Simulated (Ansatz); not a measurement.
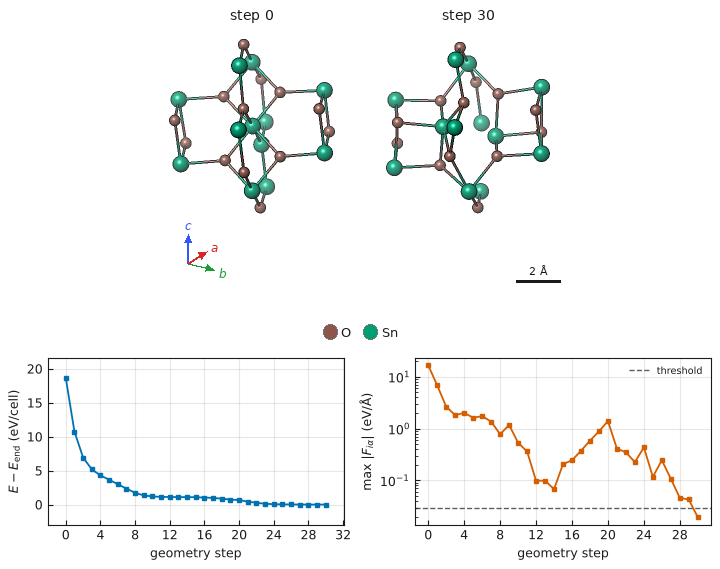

First and last geometry of a relaxation of a defect cell of composition O48Sn24, with the history of the run. A ball-and-stick model of the atoms within 4.2 Å of the atom that moves most (axes of the cell of the calculation (origin shifted)), seen from a free direction.

All numbers below come from DFT, PBEsol, PAW, plane waves in Ansatz. Set-up: plane-wave cutoff 420 eV; k-point mesh 1 × 1 × 1; mesh shifted by (0.25, 0.25, 0.25); collinear spin; atoms relaxed in a fixed cell; force threshold 0.03 eV/Å; at most 80 steps.

Q: Read the history and describe the run.

A: It converged. A Sn atom moves most: 1.42 Å along [0 −3 −1]. By element the largest moves are Sn 1.42 Å, O 1.37 Å. The cell doesn't change. Near-neighbour distances that change, for instance: O–Sn 3.829 → 2.082 Å, O–Sn 3.626 → 2.102 Å, O–Sn 3.396 → 2.142 Å, O–Sn 2.031 → 3.199 Å. New bonds form: O–Sn (2.90 → 2.05 Å), O–Sn (2.91 → 2.03 Å), O–Sn (3.40 → 2.14 Å), O–Sn (3.63 → 2.10 Å). Bonds break: O–Sn (2.03 → 3.20 Å), O–Sn (2.08 → 2.82 Å), Sn–Sn (2.03 → 2.98 Å), Sn–Sn (2.06 → 3.07 Å). Among the angles between lasting bonds that change: O–Sn–O 88.9° → 147.3°, Sn–O–Sn 129.0° → 96.9°, Sn–O–Sn 130.2° → 99.1°. Over 30 geometry steps the energy falls by 18.642 eV per cell of the calculation. Largest force component: 17 eV/Å at the start, 0.019 eV/Å at the end. The program noted that the starting moments weren't kept.
